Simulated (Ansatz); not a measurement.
A periodic structure is given below.

```
CELL_PARAMETERS angstrom
4.28533 0.00000 0.00000
0.00000 4.28533 0.00000
0.00000 0.00000 10.99069
ATOMIC_POSITIONS crystal
Sn 0.50000 0.00000 0.37223
Sn 0.00000 0.50000 0.62777
Se 0.50000 0.00000 0.61604
Se 0.00000 0.50000 0.38396
```

Question: Describe what this structure looks like.

Answer: The solid is SnSe. The cell has 4 atoms, namely 2 Sn, 2 Se. The polyhedra are SnSe5 square pyramids; they share corners and edges. The neighbours of Sn are five Se in a distorted square pyramidal arrangement at 2.68 to 3.03 Å. Each Se atom is coordinated by five Sn in a distorted square pyramidal arrangement at 2.68 to 3.03 Å. The bonds build SnSe layers parallel to (001).

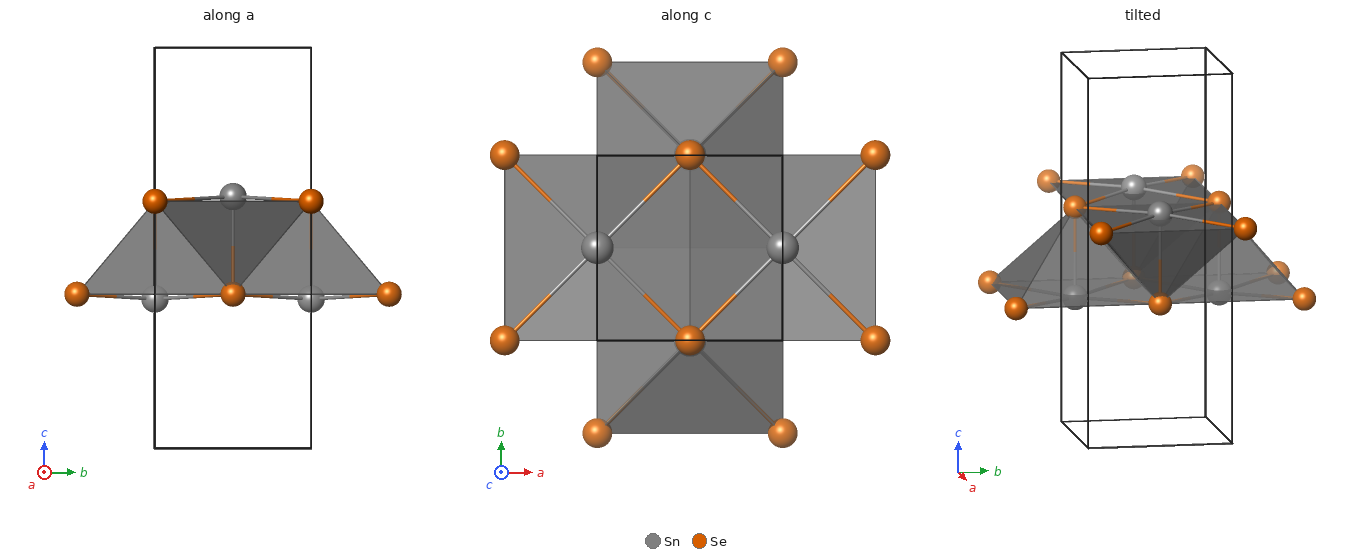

Structure drawing (polyhedral), viewed along the a axis, along the c axis and slightly off an axis. One simulation cell is framed, with atoms on its boundary repeated. Some neighbours outside the box are added. Colours: tin grey, selenium orange.

Provenance: a structure listed in the Materials Project. Earlier steps of the study may have refined or changed the cell and positions. Ansatz was used for an electronic-structure calculation on it.
